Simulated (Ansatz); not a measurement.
A series of calculations on S

### Relaxation

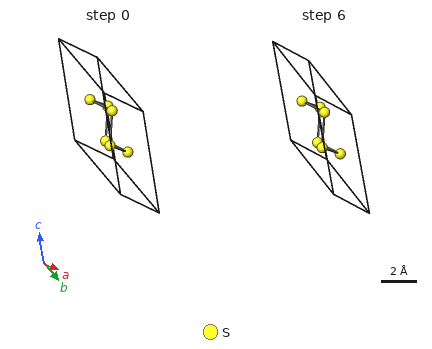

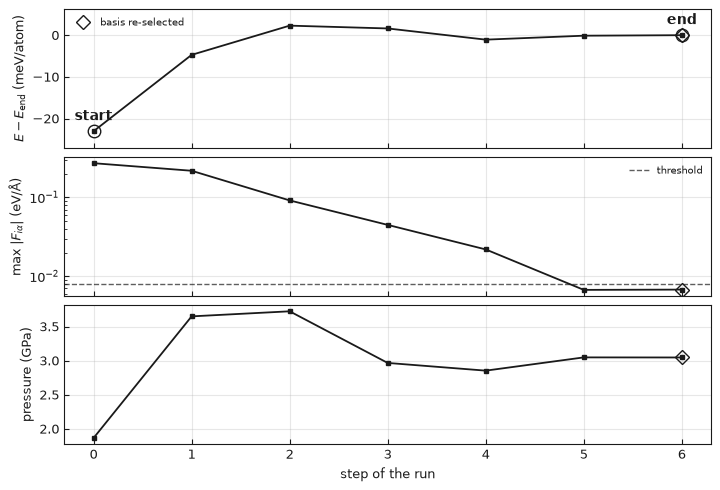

First and last geometry of a relaxation of crystalline S (set up in R-3), with the history of the run. Style: ball-and-stick. Shown: the cell of the calculation, slightly off an axis.

Case: relaxed at 3 GPa.

Computed with Ansatz, DFT PBEsol, scalar-relativistic, plane waves, PAW. Set-up: plane-wave cutoff 420 eV; k-point mesh 6 × 6 × 6; occupations gaussian; smearing width 0.02 eV; target pressure 3 GPa; no spin polarisation; cell and atoms relaxed; force threshold 0.008 eV/Å; at most 50 steps.

> What do the curves and the structures tell?

It converged. After 5 accepted moves (6 points after the start) the energy has risen by 23.0 meV per atom. With the target pressure of 3 GPa, the enthalpy E + pV changes by −36.5 meV per atom. Largest force component: 0.27 eV/Å at the start, 0.0068 eV/Å at the end. The pressure goes from 1.87 to 3.05 GPa. The SCF was repeated once at an unchanged geometry on a basis and grid sized afresh for the cell, which shifted the energy by 0.1 meV per atom at most. The largest moves relative to the cell, 0.075 Å, are those of S atoms. Cell: a = b = c 6.132 → 5.990 Å (−2.3 %), α 114.6° → 115.5°, β 114.6° → 115.5°, γ 114.6° → 115.5°. Volume −14.3 %. Among the contacts that change: S–S 2.056 → 2.075 Å. The space group stays R-3 (No. 148).

### Relaxation

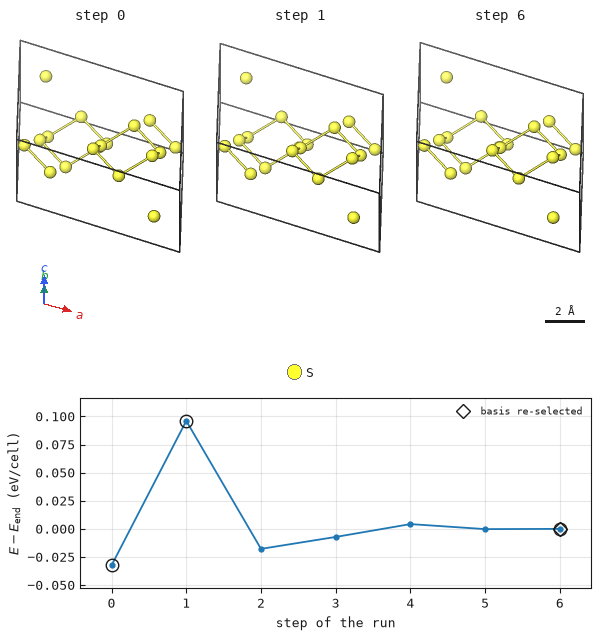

Frames of a relaxation of solid S (set up in R-3), marked on the history of the run. A ball-and-stick model of the conventional cell (3 times the calculation's cell), seen from a free direction. Lengths and directions refer to the drawn axes.

Case: relaxed at 8 GPa.

Computed with DFT PBEsol, scalar-relativistic, plane waves, PAW (Ansatz).

The input:
```yaml
crystal:
  lattice:
    - [4.9338588803, 2.8485647527, 1.250860844]
    - [-4.9338588803, 2.8485647527, 1.250860844]
    - [0.0, -5.6971295053, 1.2508608441]
  atoms:
    - { symbol: S, position: [0.5834991156, 0.3386300014, 0.2233417169] }
    - { symbol: S, position: [0.2233417169, 0.5834991156, 0.3386300014] }
    - { symbol: S, position: [0.3386300014, 0.2233417169, 0.5834991156] }
    - { symbol: S, position: [0.4165008844, 0.6613699986, 0.7766582831] }
    - { symbol: S, position: [0.7766582831, 0.4165008844, 0.6613699986] }
    - { symbol: S, position: [0.6613699986, 0.7766582831, 0.4165008844] }
basis:
  ecutwfc: 420
kpoints:
  mp_grid: { grid: [12, 12, 12] }
hamiltonian:
  xc: pbesol
scf:
  occupations: { method: gaussian, width: 0.02 }
output:
  forces: true
  stress: true
  eigenvalues: true
relax:
  adjacent_minimum: "off"
  f_tol: 0.008
  max_steps: 50
  cell: { stress_tol: 0.08, p_target: 8.0 }
```

Command:
```bash
ansatz run input.yaml --threads 1 --pin off --max-ram 2560MiB --backend cpu --events-out ev --progress --plain --runs-dir out
```

### Describe the path.

The largest moves relative to the cell, 0.055 Å, are those of S1, S2, S3, S4, S5 and S6. S6 goes along [0 1 3]. The volume changes by −3.7 %, with a = b 9.868 → 9.863 Å (0.0 %), c 3.753 → 3.619 Å (−3.6 %). Some distances before and after: S1–S5 2.020 → 2.073 Å. The space group stays R-3 (No. 148). After 5 accepted moves (6 points after the start) the energy has risen by 32.4 meV per cell of the calculation. With the target pressure of 8 GPa, the enthalpy E + pV changes by −0.160 eV per cell of the calculation. Largest force component: 0.73 eV/Å at the start, 0.0015 eV/Å at the end. Pressure: 11.27 GPa at the start and 7.99 GPa at the end. At 1 point the geometry stayed and the basis and grid were re-selected for the new cell (energy shift of 0.2 meV per cell of the calculation at most each time). From step 0 to 1: S atoms move most (0.05 Å), volume −5.1 %, energy +0.129 eV per cell of the calculation. From step 1 to 6: S atoms move most (0.03 Å), volume +1.5 %, energy −96.1 meV per cell of the calculation.

### A change

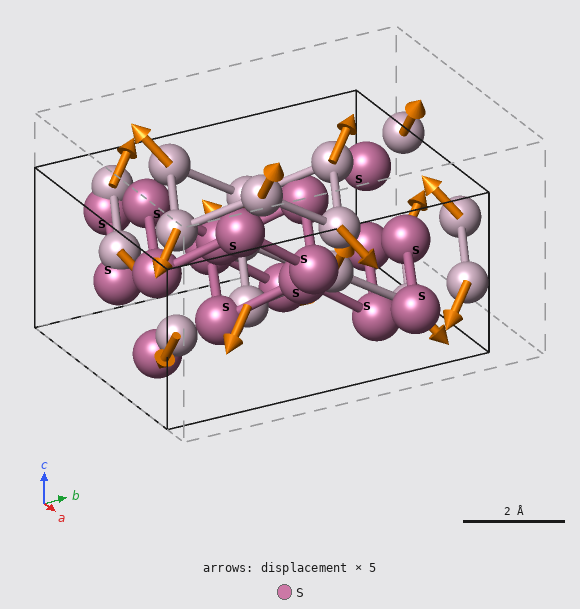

Crystalline S (set up in R-3), drawn pale, and a changed version of it, drawn solid. The orange arrows show how the atoms are displaced (without the part that the change of the cell carries along), magnified 5 times. The picture is a ball-and-stick view of the conventional cell (3 times the calculation's cell), seen slightly off an axis. Lengths and directions refer to the drawn axes.

The calculation used Ansatz 0.2.0, DFT PBEsol, scalar-relativistic, plane waves, PAW. (plane-wave cutoff 420 eV; occupations gaussian; smearing width 0.02 eV; no spin polarisation) The k-mesh is chosen for each cell (6×6×6, 12×12×12).

> Describe the change and its computed effect.

The crystal is put under a hydrostatic pressure of 30 GPa. Cell and atoms are relaxed at that pressure. Energy change: +457 meV per atom. (The two runs use different k-meshes.) The pressure goes from 0.0 to 29.9 GPa. The volume changes by −41.0 %, with a = b 10.419 → 9.271 Å (−11.0 %), c 4.378 → 3.263 Å (−25.5 %). The largest moves relative to the cell, 0.23 Å, are those of S atoms. Among the bonded contacts that change: S–S 2.075 → 2.068 Å. The space group stays R-3 (No. 148).

### Series

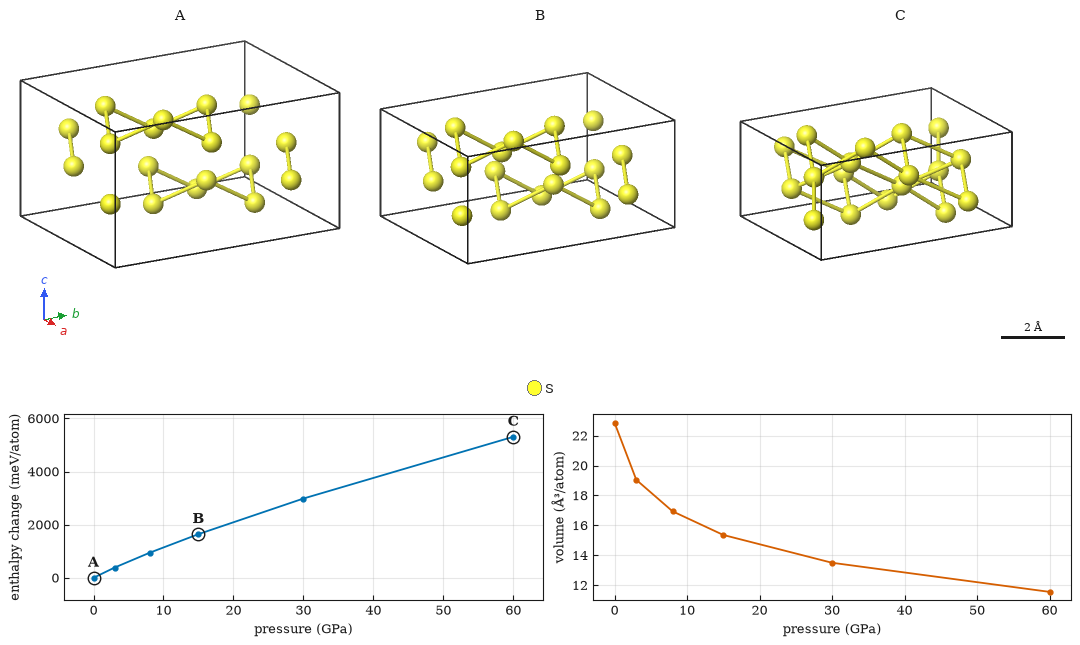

Members of a series of calculations on crystalline S (set up in R-3), marked on the first curve. A ball-and-stick model of the conventional cell (3 times the calculation's cell), seen slightly off an axis. Lengths and directions refer to the drawn axes.

Computed with Ansatz, DFT PBEsol, scalar-relativistic, plane waves, PAW. (plane-wave cutoff 420 eV; occupations gaussian; no spin polarisation) The k-mesh is chosen for each cell (6×6×6, 12×12×12). Smearing widths differ between the runs.

Question: Describe the series.

Answer: The structure is relaxed at several pressures. A (pressure 0.0 GPa): enthalpy change 0.0 meV/atom, volume 22.86 Å³ per atom. B (pressure 15.0 GPa): enthalpy change 1643 meV/atom, volume 15.36 Å³ per atom. C (pressure 60.0 GPa): enthalpy change 5308 meV/atom, volume 11.55 Å³ per atom. The rest compares A with C. The volume changes by −49.5 %, with a = b 10.419 → 8.867 Å (−14.9 %), c 4.378 → 3.053 Å (−30.3 %). Some distances before and after: S–S 3.381 → 2.418 Å, S–S 3.271 → 2.397 Å, S–S 2.075 → 2.052 Å. New contacts form: S–S (3.27 → 2.40 Å), S–S (3.38 → 2.42 Å).
